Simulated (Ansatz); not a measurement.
**Ti: single-point calculation**

The run: single-point calculation of Ti (6 atoms in the cell). Method and program: DFT, PBE, plane waves, PAW, no spin polarisation (Ansatz 0.2.0).

The structure derives from a Materials Project entry. Figures and captions count atoms from 1; the log counts them from 0 in places.

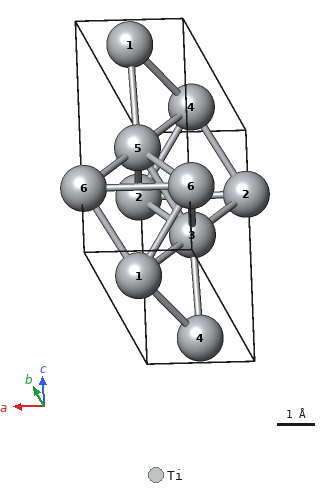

*The input geometry (ball-and-stick view of the reduced cell, seen at an oblique angle; atoms are numbered from 1 in the order of the input). An atom can appear more than once, as a periodic image.*

Near neighbours in the periodic cell (some may lie outside the picture): Ti has 12 Ti at 2.80 to 2.92 Å.

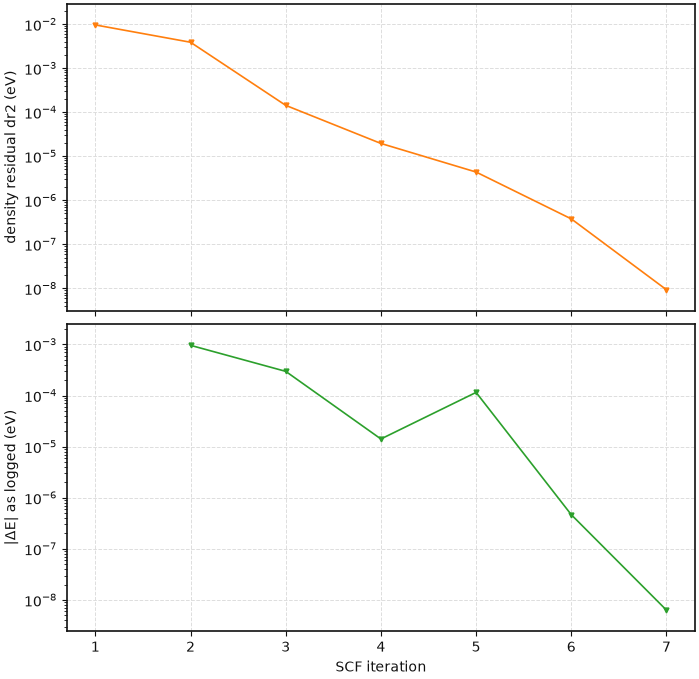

*Convergence of the self-consistent field: density residual dr2 and size of the energy change against the SCF iteration.*

The residual falls at every step.

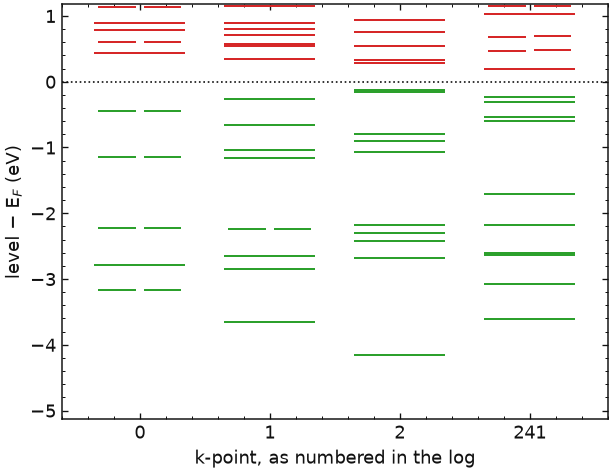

*Kohn–Sham levels near the Fermi level (dotted) at the few k-points that the log prints; levels within 0.02 eV of each other stand side by side.*

The system is metallic on the full mesh.

The input that produced these results follows, with the program's output.

**Input**
```yaml
crystal:
  lattice:
    - [6.884840012, 1.343e-07, 0.0014700855]
    - [-2.2949464705, 10.2633135386, -0.002365176]
    - [-1.9121581497, -1.7108068097, 1.4005866905]
  atoms:
    - { symbol: Ti, position: [0.312405023, 0.0311315625, -7.74354e-05] }
    - { symbol: Ti, position: [0.6457383563, 0.6977982291, -7.74354e-05] }
    - { symbol: Ti, position: [0.9790716897, 0.3644648958, -7.74354e-05] }
    - { symbol: Ti, position: [0.687594977, 0.9688684375, 7.74354e-05] }
    - { symbol: Ti, position: [0.0209283103, 0.6355351042, 7.74354e-05] }
    - { symbol: Ti, position: [0.3542616437, 0.3022017709, 7.74354e-05] }
basis:
  ecutwfc: 420
kpoints:
  mp_grid: { grid: [5, 4, 24] }
hamiltonian:
  xc: pbe
scf:
  occupations: { method: gaussian, width: 0.1 }
output:
  forces: true
  eigenvalues: true
  stress: true
```

Launch command:
```bash
ansatz run input.yaml --threads 8 --pin off --max-ram 28672MiB --backend cpu --events-out ev --progress --plain --runs-dir out
```

**The program's output**
```
basis.fft_grid_basis auto: the FFT boxes are laid along the combinations [[1, 0, 2], [1, 1, 3], [0, 0, 1]] of the cell's own vectors, 5.379, 6.730 and 2.923 Å long. The dense box has 36×45×20 points. Along the cell's own vectors, as sized, it would have 48×72×20, 2.13 times as many. Of the 6 symmetry operations that the crystal satisfies within crystal.symmetry.tolerance (time reversal apart; of a slab, those that keep its plane) the dense box along the cell's own vectors carries 6, and the one as laid loses 4 of those. basis.fft_grid_basis: typed keeps the cell's own vectors: state it where this run's energies or levels are differenced outside the engine with another run's, or held beside a run that keeps those vectors.
Engine: ansatz 0.2.0, x86_64-unknown-linux-gnu
Pseudopotentials: kind: paw
Pseudopotential: Ti, paw, valence charge 12, recommended cutoff 420 eV (normal), Ti.paw.azcp
Functional definition: PBE
  parameter kappa = 0.804
  parameter beta = 0.06672455060314922
  exchange = pbe_x(kappa = kappa, mu = beta*pi^2/3)
  correlation = pbe_c(beta = beta)
Crystal: 6 atoms, lattice volume = 98.974 Å³
Basis set: ecut = 420 eV, 1913 PW (Γ), FFT grids on a1+2a3, a1+a2+3a3, a3, exchange–correlation on 72×90×40 points (8 copies of the dense FFT grid, shifted against one another)
Bands: 44, of which v1, the nominal top of the filled ones, is band 36 counted from 1 (35 counted from 0)
Symmetry: 6 space group operations
Space group: P-1 (ITA 2), of the structure as read, at distance tolerance 4.6e-5 Å
k-points: 242 of 480
Non-local potential: Ti, projectors of the file, l = 0: 3, l = 1: 2, l = 2: 3, l = 3: 1
PAW form: soft (Blöchl's): semilocal exchange-correlation on the pseudo side does not see the compensation charge
PAW one-centre angular grid: Ti, 590 points (default); XC on 64 Gauss nodes
Initial density: superposition of atomic densities (neutral atoms: chi_scale 0, normalization atom), corrected by the library's trained network
Initial wavefunctions: pseudopotential atomic-orbital guess
Functional: x = pbe(κ = 0.804, μ = 0.2195149727645171), c = pbe(β = 0.06672455060314922)
SCF iter   1: F=—  HF=-14997.864072 eV  |F-HF|=—  |Δ(HF+E_count)|=         —  Δρ=4.77e-3  dr2=9.60e-3  ethr=1.77e-3  ⟨swp⟩=6.1  Hψ=41505  notcnv=0
preconditioner: auto → Kerker (q_TF=auto, 2.587 Å⁻¹)  [metal: Δε(μ)=0.001 eV  Ē_g=2.506 eV  σ=0.100 eV  W_gap=0.01  n_scr=30 (ndim 8)  ℏωp=18.3 eV  f_vac=0.000  D(μ)=6.84/eV (n_scr^D=70)]
SCF iter   2: F=—  HF=-14997.863112 eV  |F-HF|=—  |Δ(HF+E_count)|=   9.60e-4  Δρ=2.73e-3  dr2=3.88e-3  ethr=1.33e-5  ⟨swp⟩=1.9  Hψ=13892  notcnv=0  defer=1
SCF iter   3: F=—  HF=-14997.863409 eV  |F-HF|=—  |Δ(HF+E_count)|=   2.97e-4  Δρ=5.24e-4  dr2=1.43e-4  ethr=5.39e-6  ⟨swp⟩=3.0  Hψ=20646  notcnv=0  defer=1
SCF iter   4: F=—  HF=-14997.863395 eV  |F-HF|=—  |Δ(HF+E_count)|=   1.41e-5  Δρ=1.68e-4  dr2=1.95e-5  ethr=1.99e-7  ⟨swp⟩=2.0  Hψ=17694  notcnv=0  defer=1
SCF iter   5: F=—  HF=-14997.863279 eV  |F-HF|=—  |Δ(HF+E_count)|=   1.15e-4  Δρ=8.15e-5  dr2=4.37e-6  ethr=2.71e-8  ⟨swp⟩=1.8  Hψ=12728  notcnv=0  defer=1
SCF iter   6: F=—  HF=-14997.863280 eV  |F-HF|=—  |Δ(HF+E_count)|=   4.65e-7  Δρ=2.10e-5  dr2=3.77e-7  ethr=6.07e-9  ⟨swp⟩=1.0  Hψ=10399  notcnv=0  defer=1
SCF iter   7: F=-14997.863280 eV  HF=-14997.863280 eV  |F-HF|=3.81e-9  |Δ(HF+E_count)|=   6.30e-9  Δρ=3.10e-6  dr2=9.26e-9  ethr=1.39e-10  ⟨swp⟩=7.3  Hψ=35365  notcnv=0
the search or the solves at the SCF's close seem to have found levels that the self-consistency loop had missed (the run counts 1). By its estimate they hold under 1e-12 electrons; where the run keeps them, the occupations were computed again with them
SCF 1 converged in 7 iterations: F = -14997.863280 eV  dr2 = 9.26e-9
  greatest PAW one-centre occupation: 0.999 electrons in one spin orbital (limit 2), on the Ti atom at site 5 (counted from 0), in its partial waves of l = 0
SCF converged after 7 iterations
Free energy (F): -14997.863280 eV
Harris-Foulkes:  -14997.863280 eV  (|F-HF|=3.81e-9)
Internal energy: -14997.828407 eV  (E = F + TS)
E sigma→0 (E₀):  -14997.845843 eV
Entropy (-TS):   -0.034873 eV (-5.812 meV/atom)
Fermi energy:    14.178037 eV
--- Per-component energies (eV) ---
  E_band       = -881.365138
  E_kinetic    = 1642.750735
  E_local      = -4707.269042  (includes V_loc(G=0)·N_el)
  E_nonlocal   = 48.961679
  E_hartree    = 1948.406249
  E_xc         = -587.541646
  E_vxc        = -735.341644  (∫ρ·V_xc dr)
  E_paw        = -6286.719620  (= ΣΔE_a)
  E_vpaw       = -1027.285437  (= ΣTr[D̂ρ^β])
  E_aug_tail   = 0.000751  (compensation charges beyond the density's cutoff)
  E_ewald      = -7056.417512
  E_smearing   = -0.034873  (= −TS)
  E_closure    = -0.000000  (closes the sum)
  Σ components = -14997.863280   (vs F -14997.863280, Δ=0.00e0)
--- Forces (eV/Å), atoms counted from 1 ---
  atom   1  Ti     0.00029704     0.00140401     0.00028866
  atom   2  Ti     0.00029704     0.00140401     0.00028866
  atom   3  Ti     0.00029704     0.00140401     0.00028866
  atom   4  Ti    -0.00029704    -0.00140401    -0.00028866
  atom   5  Ti    -0.00029704    -0.00140401    -0.00028866
  atom   6  Ti    -0.00029704    -0.00140401    -0.00028866
  max |Σ_I F_I| component: 4.34e-19 eV/Å
--- Stress (GPa, compression-positive) ---
        4.782010      -0.922559       0.003363
       -0.922559       5.003426       0.008505
        0.003363       0.008505       9.694193
  P = ⅓ Tr σ = 6.4932 GPa (64.932 kbar)
--- Band table (eV; the first three rows and the last of 242) ---
  k-point 0: bands = ["-42.5154", "-42.3815", "-42.3815", "-42.3494", "-42.3323", "-42.3323", "-19.1761", "-18.9909", "-18.9909", "-18.8729", "-18.8729", "-18.6551", "-18.6551", "-18.5466", "-18.5466", "-18.4760", "-18.4760", "-18.4733", "-18.4385", "-18.4385", "-18.3759", "-18.3490", "-18.3303", "-18.2900", "7.9201", "11.0102", "11.0102", "11.3953", "11.9531", "11.9531", "13.0360", "13.0360", "13.7299", "13.7299", "14.6141", "14.7770", "14.7770", "14.9602", "15.0644", "15.3190", "15.3190", "15.3765", "15.3765", "15.4495"]
  k-point 1: bands = ["-42.5082", "-42.4060", "-42.3603", "-42.3473", "-42.3457", "-42.3210", "-19.1623", "-19.0447", "-18.9535", "-18.9519", "-18.7777", "-18.6602", "-18.6125", "-18.5817", "-18.5130", "-18.4800", "-18.4770", "-18.4657", "-18.4620", "-18.4169", "-18.4129", "-18.3532", "-18.3313", "-18.3270", "8.0831", "10.5238", "11.3354", "11.5240", "11.9323", "11.9416", "13.0165", "13.1413", "13.5196", "13.9149", "14.5268", "14.7220", "14.7486", "14.8933", "14.9818", "15.0713", "15.3361", "15.3839", "15.4350", "15.6077"]
  k-point 2: bands = ["-42.4878", "-42.4285", "-42.3624", "-42.3467", "-42.3357", "-42.3159", "-19.1228", "-19.0727", "-18.9871", "-18.9495", "-18.7033", "-18.6686", "-18.5987", "-18.5524", "-18.5092", "-18.5054", "-18.5053", "-18.4845", "-18.4618", "-18.4187", "-18.4173", "-18.4007", "-18.3661", "-18.3435", "8.5547", "10.0189", "11.5039", "11.7505", "11.8717", "11.9922", "13.1101", "13.2828", "13.3805", "14.0262", "14.0528", "14.4676", "14.5121", "14.7253", "14.9402", "15.1192", "15.4537", "15.4710", "15.5694", "15.6107"]
  k-point 241: bands = ["-42.4791", "-42.4027", "-42.3813", "-42.3637", "-42.3588", "-42.3036", "-19.0590", "-19.0290", "-18.8783", "-18.8613", "-18.7951", "-18.7820", "-18.6236", "-18.5247", "-18.5099", "-18.5061", "-18.4977", "-18.4923", "-18.4484", "-18.4340", "-18.4303", "-18.4235", "-18.3638", "-18.3380", "8.7669", "10.5723", "11.1084", "11.5451", "11.5706", "11.9969", "12.4629", "13.5852", "13.6371", "13.8724", "13.9502", "14.3734", "14.6455", "14.6556", "14.8617", "14.8740", "15.2015", "15.3222", "15.3308", "15.4020"]
```

**Summary**

```tsv
quantity	value
outcome	converged
space group (tolerance 0.01 Å)	Cmcm (63)
electrons treated	72
free energy	−14997.8633 eV
Fermi energy	14.178 eV
gap on the k-point mesh	none (metallic)
pressure	6.49 GPa
largest force (length of the vector)	0.001 eV/Å
hardware	8 threads of Intel Xeon (Granite Rapids), 192 GiB of memory available, shared host
wall time	4.7 s (CPU time 32 s)
peak memory	1.1 GiB
```

**Remarks**

Settings chosen away from the usual ones: hamiltonian.xc set to pbe (from lda).
